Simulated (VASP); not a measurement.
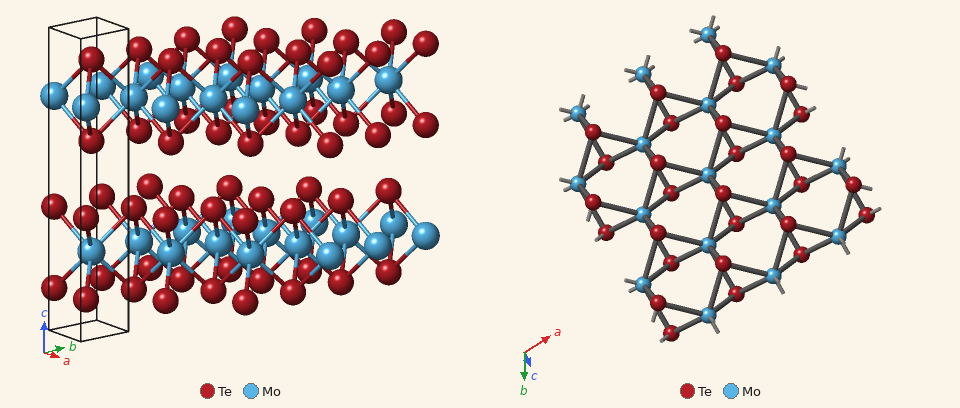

Left: the structure. Right: its underlying net. Nodes are coloured by element. One layer is drawn. Short stubs are edges that leave the cut-out.

Te2Mo (space group P6_3/mmc, No. 194). Coordinates: coordinates from a relaxation with VASP 6.6.1, VASP Kohn-Sham DFT of a periodic cell, BLYP with D3(BJ), VASP PAW PBE potentials, recommended.

Bonds are taken as Mo–Te below 3.1 Å; no other contact counts. Simplification: prune 0- and 1-connected atoms, fold 2-connected ones into links.

The result is a binodal (3,6)-connected, two-periodic (layers) net: Te is a 3-connected node; Mo is a 6-connected node, in the ratio 2:1. It is the net of the trigonal-prismatic layers of 2H-MoS2. The layers lie parallel to (001).

```csv
node,links,point symbol,coordination sequence
Te,3,4³,3 13 9 24 15 36 21 48
Mo,6,4³·6¹²,6 6 18 12 30 18 42 24
```
